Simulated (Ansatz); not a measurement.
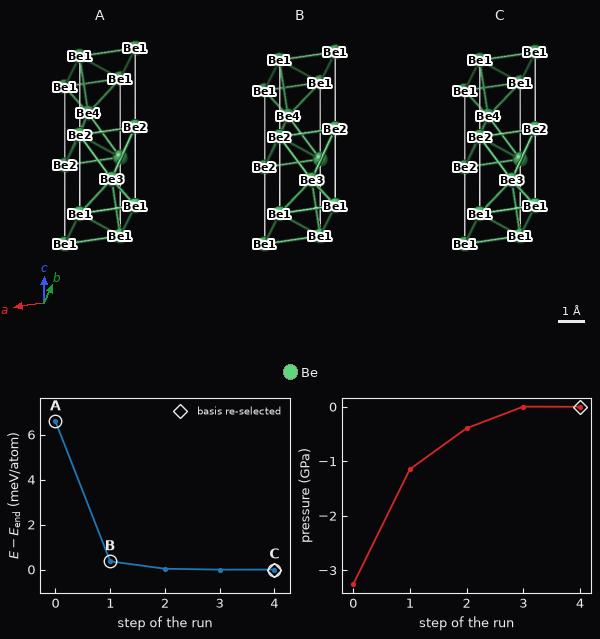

Frames of a relaxation of a crystal of Be (a generated structure, set up in P6_3/mmc), marked on the history of the run. Style: ball-and-stick. Shown: the cell of the calculation, from a free direction.

Phase: dhcp.

These are results of DFT, r2SCAN, plane waves (500 eV) with PAW, scalar-relativistic (Ansatz 0.2.0), not measurements.

Input file:
```yaml
crystal:
  lattice:
    - [2.2554104699, 0.0, 0.0]
    - [-1.127705235, 1.9532427629, 0.0]
    - [0.0, 0.0, 7.3661705948]
  atoms:
    - { symbol: Be, position: [0.0, 0.0, 0.0] }
    - { symbol: Be, position: [0.0, 0.0, 0.5] }
    - { symbol: Be, position: [0.3333333333, 0.6666666667, 0.25] }
    - { symbol: Be, position: [0.6666666667, 0.3333333333, 0.75] }
hamiltonian:
  xc: r2scan
  pseudopotentials:
    kind: paw
    azcp:
      Be: "pseudopotentials/Be.paw.azcp"
basis:
  ecutwfc: 500
  fft_grid_basis: typed
kpoints:
  mp_grid: { grid: [16, 16, 5], shift: [0, 0, 0] }
magnetization:
  spin_polarized: false
scf:
  occupations: { method: fermi_dirac, width: 0.1 }
relax:
  max_steps: 60
  f_tol: 0.01
  cell: {}
output:
  write_density: true
  write_potential: true
  elf: true
  volumetric_format: npy
```

Command:
```bash
ansatz run input.yaml --threads 1 --pin off --max-ram 3584MiB --backend cpu --events-out ev --progress --plain --runs-dir out
```

Question: Describe the path.

Answer: No atom moves by more than 0.005 Å relative to the cell. Cell: a = b 2.255 → 2.254 Å (0.0 %), c 7.366 → 7.180 Å (−2.5 %). Volume −2.6 %. Some distances before and after: Be1–Be3 2.255 → 2.217 Å. The space group stays P6_3/mmc (No. 194). After 3 accepted moves (4 points after the start) the energy has fallen by 6.6 meV per atom. All forces vanish by symmetry, so only the cell relaxes. Pressure: −3.26 GPa at the start and 0.00 GPa at the end. At 1 point the geometry stayed and the basis and grid were re-selected for the new cell (energy shift of less than 0.05 meV per atom at most each time). The run took 21 s on 1 thread of Intel(R) Xeon(R) Platinum 8259CL CPU @ 2.50GHz (Skylake/Cascade Lake) (shared host), peak memory 0.58 GiB. From step 0 to 1: volume −1.7 %, energy −6.2 meV per atom. From step 1 to 4: volume −1.0 %, energy −0.4 meV per atom.
